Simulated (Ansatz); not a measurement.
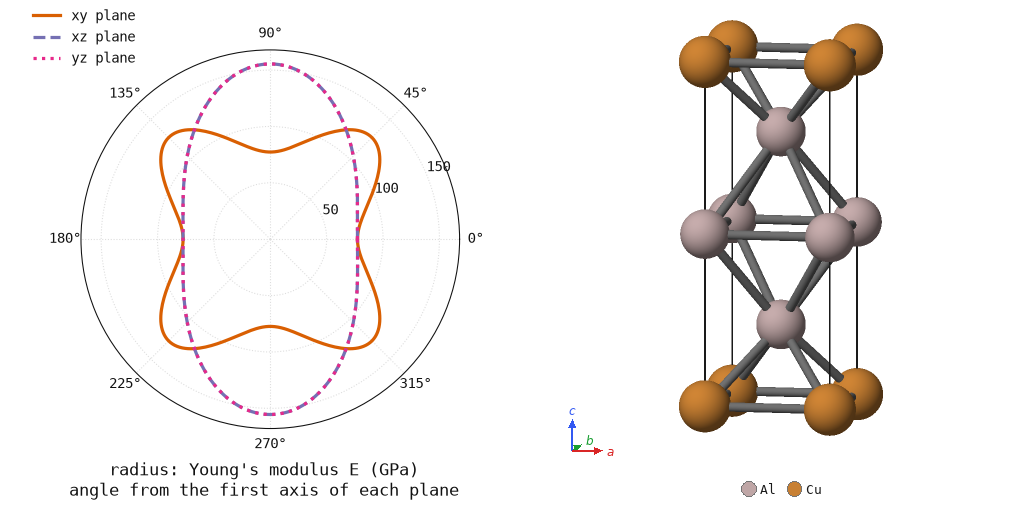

The picture above shows the Young's modulus as a function of direction in the xy, xz and yz planes for Al₃Cu, space group P4/mmm (No. 123). The cell is drawn beside the plot.

Starting cell:
```xyz
4
Lattice="2.7611 0.0000 0.0000 0.0000 2.7611 0.0000 0.0000 0.0000 7.4981" Properties=species:S:1:pos:R:3 pbc="T T T"
Al    0.0000    0.0000    3.7491
Al    1.3805    1.3805    1.6501
Al    1.3805    1.3805    5.8480
Cu    0.0000    0.0000    0.0000
```

How it was computed, with Ansatz 0.2.0: elastic stress-strain coefficients at zero temperature from small strains of the given cell, Voigt order xx yy zz yz xz xy, Cartesian axes of the cell vectors; plane waves with PAW datasets, Γ-centred k mesh. Level: LDA, no spin polarisation.

- wave cutoff: 420 eV
- k mesh: 16×16×6
- occupations: Fermi–Dirac
- smearing width: 0.15 eV
- ions: relaxed
- strain amplitude: 0.005

This calculation gives: bulk modulus 103.2 GPa, shear modulus 42.4 GPa, least Young's modulus over all directions 77.3 GPa and largest 155.5 GPa.

Now the ions are clamped in the strained cells instead of relaxed. Predict the effect.

The bulk modulus rises from 103.2 to 108.5 GPa (+5.1 %), the shear modulus rises from 42.4 to 45.5 GPa (+7.3 %), the least Young's modulus over all directions hardly changes (77.3 and 77.7 GPa) and the largest hardly changes (155.5 and 156.3 GPa).

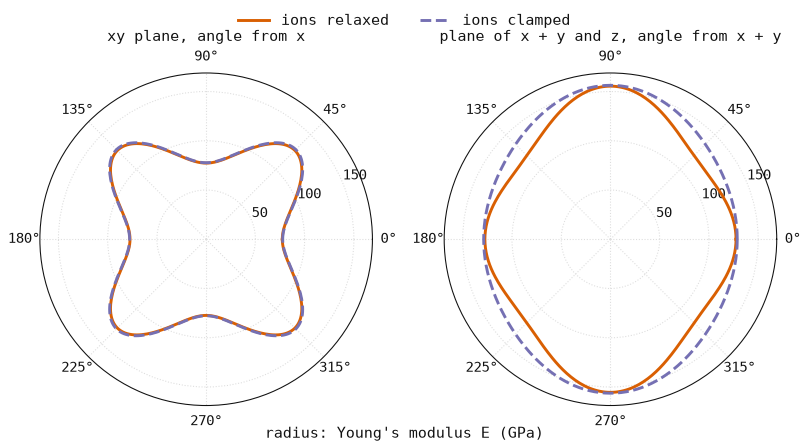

The two results together.

For both, limits of the calculation: metal sensitive to the k mesh.
